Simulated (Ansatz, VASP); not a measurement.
# Cross-check of SiC (Moissanite 3C) between VASP and Ansatz

Wanted: the spread between two codes on one cell, functional and k mesh. The cell is taken from a series of runs on this material, whose earlier steps may have relaxed or scaled it; both programs get it as it stands.

Calculated with Ansatz 0.2.0; plane waves, with VASP 6.6.1 beside it; single point at LDA.

## 1. Set-up

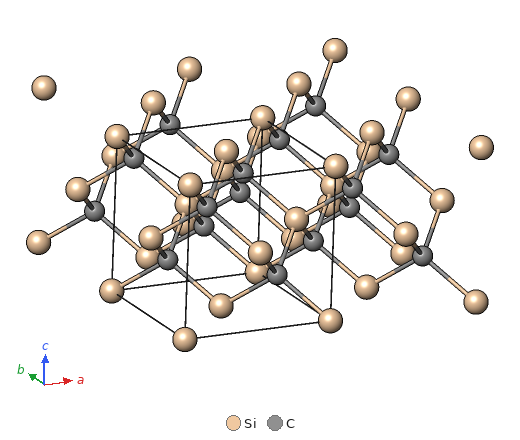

The starting structure, seen slightly off an axis (silicon light orange, carbon grey). 2×2×1 cells are drawn. This picture shows the conventional cell, with its axes. Bonds to atoms that aren't drawn are left out. Some periodic images of atoms are drawn too.

## 2. Ansatz: single point, LDA

Ansatz runs on its default PAW (the set named soft_2) files.

With cell and atoms fixed, the geometry can't cause a difference; cores, projectors, grids and the points listed under the comparison can.

File input.yaml:

```yaml
crystal:
  lattice:
    - [0.0, 2.179, 2.179]
    - [2.179, 0.0, 2.179]
    - [2.179, 2.179, 0.0]
  atoms:
    - { symbol: Si, position: [0.0, 0.0, 0.0] }
    - { symbol: C, position: [0.25, 0.25, 0.25] }
hamiltonian:
  xc: lda
  pseudopotentials: { kind: paw }
kpoints:
  mp_grid: { grid: [5, 5, 5] }
  band_path:
    path:
      - [0.0, 0.0, 0.0]
      - [0.16667, 0.0, 0.16667]
      - [0.33333, 0.0, 0.33333]
      - [0.5, 0.0, 0.5]
      - [0.5, 0.08333, 0.58333]
      - [0.5, 0.18333, 0.68333]
      - [0.5, 0.25, 0.75]
      - [0.45, 0.3, 0.75]
      - [0.40833, 0.34167, 0.75]
      - [0.35, 0.35, 0.7]
      - [0.225, 0.225, 0.45]
      - [0.075, 0.075, 0.15]
      - [0.03333, 0.03333, 0.03333]
      - [0.23333, 0.23333, 0.23333]
      - [0.4, 0.4, 0.4]
      - [0.51667, 0.46667, 0.51667]
      - [0.55833, 0.38333, 0.55833]
      - [0.60833, 0.28333, 0.60833]
      - [0.60833, 0.25, 0.64167]
      - [0.55833, 0.25, 0.69167]
      - [0.51667, 0.25, 0.73333]
      - [0.5, 0.3, 0.7]
      - [0.5, 0.38333, 0.61667]
      - [0.5, 0.48333, 0.51667]
      - [0.475, 0.475, 0.55]
      - [0.425, 0.425, 0.65]
      - [0.38333, 0.38333, 0.73333]
      - [0.59167, 0.18333, 0.59167]
      - [0.55, 0.1, 0.55]
      - [0.5, 0.0, 0.5]
    npoints: 1
scf:
  occupations: { method: gaussian, width: 0.02 }
  n_extra_bands: 7
output:
  forces: true
  stress: true
  eigenvalues: true
```

On the command line:

```console
$ ansatz run input.yaml --threads 2 --pin off --max-ram 4608MiB --backend cpu --events-out ev --progress --plain --runs-dir out
```

Numbers of over 12 decimals in the logs are rounded to 6 here.

What it wrote:

```text
scf.n_extra_bands = 7 over 4 filled bands (N_el = 8.0): the run solves 11 bands
Engine: ansatz 0.2.0, aarch64-unknown-linux-gnu
Pseudopotentials: kind: paw
Pseudopotential: Si, paw, valence charge 4, recommended cutoff 420 eV (normal), Si.paw.azcp
Pseudopotential: C, paw, valence charge 4, recommended cutoff 420 eV (normal), C.paw.azcp
Functional definition: SPW92
  exchange = slater_x
  correlation = pw_c
Crystal: 2 atoms, lattice volume = 20.692 Å³
Basis set: ecut = 420 eV, 411 PW (Γ)
Bands: 11, of which v1, the nominal top of the filled ones, is band 4 counted from 1 (3 counted from 0)
Symmetry: 24 space group operations
Space group: F-43m (ITA 216), of the structure as read, at distance tolerance 2.7e-5 Å
k-points: 10 of 125 (time reversal used)
Non-local potential: Si, projectors of the file, l = 0: 2, l = 1: 2, l = 2: 2
Non-local potential: C, projectors of the file, l = 0: 2, l = 1: 2, l = 2: 1
PAW form: soft (Blöchl's): semilocal exchange-correlation on the pseudo side does not see the compensation charge
PAW frozen core: Si, regenerated for the run's functional, and the local potential with it (the file was generated under x = pbe(κ = 0.804, μ = 0.219515), c = pbe(β = 0.066725))
PAW frozen core: C, regenerated for the run's functional, and the local potential with it (the file was generated under x = pbe(κ = 0.804, μ = 0.219515), c = pbe(β = 0.066725))
PAW one-centre angular grid: Si, 110 points (default); XC on 64 Gauss nodes
PAW one-centre angular grid: C, 110 points (default); XC on 64 Gauss nodes
Initial density: superposition of atomic densities (neutral atoms: chi_scale 0, normalization atom), corrected by the library's trained network
Initial wavefunctions: pseudopotential atomic-orbital guess
Functional: x = slater, c = lda
SCF iter   1: F=—  HF=-852.161731 eV  |F-HF|=—  |Δ(HF+E_count)|=         —  Δρ=6.67e-3  dr2=8.57e-3  ethr=1.77e-3  ⟨swp⟩=6.2  Hψ=796  notcnv=0  defer=1
preconditioner: auto → none  [insulator: Δε(μ)=1.702 eV  Ē_g=17.357 eV  σ=0.020 eV  W_gap=1.00  n_scr=0 (ndim 8)  ℏωp=23.1 eV  f_vac=0.000  D(μ)=0.00/eV (n_scr^D=0)  ε∞_Penn≈2.8]
SCF iter   2: F=—  HF=-852.159401 eV  |F-HF|=—  |Δ(HF+E_count)|=   2.33e-3  Δρ=3.18e-3  dr2=9.54e-4  ethr=1.07e-4  ⟨swp⟩=2.0  Hψ=241  notcnv=0  defer=19
SCF iter   3: F=—  HF=-852.159143 eV  |F-HF|=—  |Δ(HF+E_count)|=   2.58e-4  Δρ=1.31e-3  dr2=1.41e-4  ethr=1.19e-5  ⟨swp⟩=2.7  Hψ=154  notcnv=0  defer=19
SCF iter   4: F=—  HF=-852.159112 eV  |F-HF|=—  |Δ(HF+E_count)|=   3.07e-5  Δρ=4.08e-4  dr2=1.43e-5  ethr=1.76e-6  ⟨swp⟩=1.0  Hψ=91  notcnv=0  defer=19
SCF iter   5: F=—  HF=-852.159108 eV  |F-HF|=—  |Δ(HF+E_count)|=   3.43e-6  Δρ=5.87e-5  dr2=3.20e-7  ethr=1.79e-7  ⟨swp⟩=1.1  Hψ=94  notcnv=0  defer=19
SCF iter   6: F=-852.159108 eV  HF=-852.159108 eV  |F-HF|=3.20e-10  |Δ(HF+E_count)|=   5.48e-8  Δρ=3.55e-6  dr2=1.19e-9  ethr=1.25e-9  ⟨swp⟩=7.5  Hψ=490  notcnv=0
SCF 1 converged in 6 iterations: F = -852.159108 eV  dr2 = 1.19e-9
  greatest PAW one-centre occupation: 0.635 electrons in one spin orbital (limit 2), on the C atom at site 1 (counted from 0), in its partial waves of l = 0
NSCF: frozen V_eff on 30 k-points
SCF converged after 6 iterations
Free energy (F): -852.159108 eV
Harris-Foulkes:  -852.159108 eV  (|F-HF|=3.20e-10)
Internal energy: -852.159108 eV  (E = F + TS)
E sigma→0 (E₀):  -852.159108 eV
Fermi energy:    10.144635 eV
--- Per-component energies (eV) ---
  E_band       = 27.190120
  E_kinetic    = 135.897330
  E_local      = -106.461953  (includes V_loc(G=0)·N_el)
  E_nonlocal   = 53.862503
  E_hartree    = 31.891820
  E_xc         = -104.704432
  E_vxc        = -109.370023  (∫ρ·V_xc dr)
  E_paw        = -578.007773  (= ΣΔE_a)
  E_vpaw       = -10.521539  (= ΣTr[D̂ρ^β])
  E_aug_tail   = 0.000012  (compensation charges beyond the density's cutoff)
  E_ewald      = -284.783780
  E_core_change = 0.147163  (= ΣΔE_core)
  E_smearing   = -0.000000  (= −TS)
  E_closure    = -0.000000  (closes the sum)
  Σ components = -852.159108   (vs F -852.159108, Δ=0.00e0)
--- Forces (eV/Å), atoms counted from 1 ---
  atom   1  Si     0.00000000     0.00000000    -0.00000000
  atom   2  C     -0.00000000    -0.00000000    -0.00000000
  max |Σ_I F_I| component: 1.48e-16 eV/Å
--- Stress (GPa, compression-positive) ---
       -4.298246      -0.000000      -0.000000
       -0.000000      -4.298246       0.000000
       -0.000000       0.000000      -4.298246
  P = ⅓ Tr σ = -4.2982 GPa (-42.982 kbar)
--- Band table (eV; the first three rows and the last of 10) ---
  k-point 0: bands = [-6.0643, 9.2650, 9.2650, 9.2650, 15.5258, 16.4454, 16.4454, 16.4454, ... 3 higher]
  k-point 1: bands = [-5.2878, 6.1507, 8.8211, 8.8211, 15.4053, 17.0481, 17.0481, 17.9475, ... 3 higher]
  k-point 2: bands = [-3.1965, 1.7656, 8.2840, 8.2840, 14.7239, 16.5504, 16.5504, 19.1630, ... 3 higher]
  k-point 9: bands = [-1.5346, 2.5282, 4.3901, 5.7747, 14.1009, 17.3859, 17.9582, 21.4196, ... 3 higher]
```

## 3. VASP: single point, LDA

The same cell, functional (in two slightly different forms), mesh and smearing now go to VASP, with its own data sets and cutoff.

Lines of VASP's logs that name or quote its potential files are left out, and so is its time.

File INCAR:

```
SYSTEM = SiC
PREC = Accurate
ENCUT = 520
EDIFF = 1E-06
NELM = 100
ISMEAR = 0
SIGMA = 0.02
LREAL = .FALSE.
ALGO = Normal
GGA = PW92
NBANDS = 10
LORBIT = 11
LWAVE = .FALSE.
LCHARG = .FALSE.
KPAR = 2
ISIF = 2
```

File POSCAR:

```
SiC
1.0
    0.0000000000      2.1790000000      2.1790000000
    2.1790000000      0.0000000000      2.1790000000
    2.1790000000      2.1790000000      0.0000000000
Si C
1 1
Direct
    0.0000000000      0.0000000000      0.0000000000
    0.2500000000      0.2500000000      0.2500000000
```

File KPOINTS:

```
Automatic mesh
0
Gamma
5 5 5
0 0 0
```

The projector-augmented-wave data sets are Si and C (LDA family, release 64).

On the command line:

```console
$ mpirun -np 2 vasp_std
```

What it wrote:

```text
[banner, memory and clock lines left out]
running    2 mpi-ranks, on    1 nodes
 distrk:  each k-point on    1 cores,    2 groups
 distr:  one band on    1 cores,    1 groups

 POSCAR found type information on POSCAR SiC
 POSCAR found :  2 types and       2 ions
|                                                                             |
|               ----> ADVICE to this user running VASP <----                  |
|                                                                             |
|     You enforced a specific xc type in the INCAR file but a different       |
|     [... a line on the potential file left out ...]
|     I HOPE YOU KNOW WHAT YOU ARE DOING!                                     |
|                                                                             |

 LDA part: xc-table for (Slater(with rela. corr.)+PW92), standard interpolation
 POSCAR, INCAR and KPOINTS ok, starting setup
 FFT: planning ... GRIDC
 FFT: planning ... GRID_SOFT
 FFT: planning ... GRID
 WAVECAR not read
 entering main loop
       N       E                     dE             d eps       ncg     rms          rms(c)
DAV:   1     0.230523975887E+00    0.23052E+00   -0.38025E+03   208   0.667E+02
DAV:   2    -0.180997344502E+02   -0.18330E+02   -0.17132E+02   252   0.106E+02
DAV:   3    -0.186762078581E+02   -0.57647E+00   -0.57473E+00   234   0.159E+01
DAV:   4    -0.186789094352E+02   -0.27016E-02   -0.27014E-02   228   0.134E+00
DAV:   5    -0.186789236568E+02   -0.14222E-04   -0.14222E-04   238   0.812E-02    0.909E+00
DAV:   6    -0.167070010672E+02    0.19719E+01   -0.75564E+00   208   0.131E+01    0.399E+00
DAV:   7    -0.166333455429E+02    0.73656E-01   -0.37681E-01   220   0.384E+00    0.179E+00
DAV:   8    -0.166124431623E+02    0.20902E-01   -0.26874E-02   206   0.106E+00    0.176E-01
DAV:   9    -0.166120934699E+02    0.34969E-03   -0.16984E-03   222   0.244E-01    0.945E-02
DAV:  10    -0.166121092584E+02   -0.15789E-04   -0.12209E-04   214   0.707E-02    0.312E-02
DAV:  11    -0.166121092923E+02   -0.33916E-07   -0.45335E-06   214   0.134E-02
   1 F= -.16612109E+02 E0= -.16612109E+02  d E =-.446026E-22
```

Parts of OUTCAR (step 3):

```text
ion  position               nearest neighbor table
   1  0.000  0.000  0.000-   2 1.89   2 1.89   2 1.89   2 1.89
   2  0.250  0.250  0.250-   1 1.89   1 1.89   1 1.89   1 1.89

  LATTYP: Found a face centered cubic cell.
 ALAT       =     4.3580000000

 Subroutine GETGRP returns: Found 24 space group operations
 (whereof 24 operations were pure point group operations)

The static configuration has the point symmetry T_d .

 Found     10 irreducible k-points:

   k-points           NKPTS =     10   k-points in BZ     NKDIM =     10   number of bands    NBANDS=     10

   dimension x,y,z NGX =    24 NGY =   24 NGZ =   24
   dimension x,y,z NGXF=    48 NGYF=   48 NGZF=   48

   ENCUT  =  520.0 eV  38.22 Ry    6.18 a.u.   5.73  5.73  5.73*2*pi/ulx,y,z

   NELECT =       8.0000    total number of electrons

 k-points in reciprocal lattice and weights: Automatic mesh
   0.00000000  0.00000000  0.00000000       0.008
   0.20000000  0.00000000  0.00000000       0.064
   0.40000000  0.00000000  0.00000000       0.064
   0.20000000  0.20000000  0.00000000       0.048
   0.40000000  0.20000000  0.00000000       0.192
  -0.40000000  0.20000000  0.00000000       0.192
  -0.20000000  0.20000000  0.00000000       0.096
   0.40000000  0.40000000  0.00000000       0.048
  -0.40000000  0.40000000  0.00000000       0.096
  -0.40000000  0.40000000  0.20000000       0.192

 average (electrostatic) potential at core
       1 -81.9455       2 -48.9883

 E-fermi :   8.2140

 k-point     1 :       0.0000    0.0000    0.0000
  band No.  band energies     occupation
      1      -7.2412      2.00000
      2       8.0825      2.00000
      3       8.0825      2.00000
      4       8.0825      2.00000
      5      14.3698      0.00000
      6      15.2588      0.00000
      7      15.2588      0.00000
      8      15.2588      0.00000
      9      22.5278      0.00000
    ...

 k-point     2 :       0.2000    0.0000    0.0000
  band No.  band energies     occupation
      1      -6.4649      2.00000
      2       4.9701      2.00000
      3       7.6388      2.00000
      4       7.6388      2.00000
      5      14.2328      0.00000
      6      15.8620      0.00000
      7      15.8620      0.00000
      8      16.7769      0.00000
      9      20.8918      0.00000
    ...

 k-point     3 :       0.4000    0.0000    0.0000
  band No.  band energies     occupation
      1      -4.3735      2.00000
      2       0.5855      2.00000
      3       7.1027      2.00000
      4       7.1027      2.00000
      5      13.5522      0.00000
      6      15.3620      0.00000
      7      15.3620      0.00000
      8      17.9893      0.00000
      9      23.5634      0.00000
    ...

  Total       -0.5389261     -0.5389261     -0.5389261     -0.0000000      0.0000000     -0.0000000
  in kB      -41.7290105    -41.7290105    -41.7290105     -0.0000000      0.0000000     -0.0000000
  external PRESSURE =     -41.7290105 kB  Pullay stress =       0.0000000 kB

  energy-cutoff  :      520.00
  volume of cell :       20.69
      direct lattice vectors                 reciprocal lattice vectors
     0.000000000  2.179000000  2.179000000    -0.229463056  0.229463056  0.229463056
     2.179000000  0.000000000  2.179000000     0.229463056 -0.229463056  0.229463056
     2.179000000  2.179000000  0.000000000     0.229463056  0.229463056 -0.229463056

 POSITION                                       TOTAL-FORCE (eV/Angst)
 -----------------------------------------------------------------------------------
      0.00000      0.00000      0.00000         0.000000      0.000000      0.000000
      1.08950      1.08950      1.08950        -0.000000     -0.000000     -0.000000
 -----------------------------------------------------------------------------------
    total drift:                                0.000000      0.000000      0.000000

  FREE ENERGIE OF THE ION-ELECTRON SYSTEM (eV)
  ---------------------------------------------------
  free  energy   TOTEN  =       -16.6121092923 eV

  energy  without entropy=      -16.6121092923  energy(sigma->0) =      -16.61210929

 total charge
# of ion       s       p       d       tot
------------------------------------------
    1        0.710   0.984   0.000   1.695
    2        0.825   1.717   0.000   2.542
--------------------------------------------------
tot          1.535   2.701   0.000   4.237

[... 3 further parts left out ...]
```

The run ends at a pressure of -4.17 GPa.

## 4. Comparison

Known differences besides the PAW data sets themselves: the cutoff is 420 eV in Ansatz and 520 eV in VASP; Ansatz makes its cores anew for this functional, VASP keeps those of its LDA data sets. Total energies have different zeros and are not compared.

The two programs side by side:

```csv
quantity,Ansatz,VASP,difference
pressure (GPa),-4.30,-4.17,-0.13
gap on the k mesh (eV),1.760,1.753,+0.007
```

Ansatz's pressure holds a Pulay correction of 0.41 GPa; VASP's holds none.

## 5. Further runs

How far does this hang on the set-up? Further runs change one program's set-up at a time, as the table lists.

```csv
run,difference in gap on the k mesh (eV)
as above,0.0068
"VASP with the data sets Si_GW and C_GW, a cutoff of 670 eV and GGA = CA, the Perdew-Zunger form of LDA",0.0062
"VASP with the data sets Si and C_h, a cutoff of 1190 eV and GGA = CA, the Perdew-Zunger form of LDA",0.0098
```

## 6. Results

```json
{"difference in gap on the k mesh (single point, LDA)": "0.0068 eV"}
```

In words: The difference in gap on the k mesh is 0.0068 eV (single point, LDA), within the 0.08 eV picked in this series as the mark of a large difference. For single point, LDA: no further run halves the difference in gap on the k mesh. How closely two codes agree says nothing of how well the functional describes the real material.

[Lines on the potential files, build, host, timing and source positions are cut from VASP's logs without a mark.]

[Logs are printed without paths, hosts, clocks, repeated set-up lines and the standing remarks that a program may print on its own settings, such as how far it seeks lower states.]

[Hosts, paths, dates, database ids (printed as entryN), source tags and the programs' standing remarks are cut or masked in the printed files.]
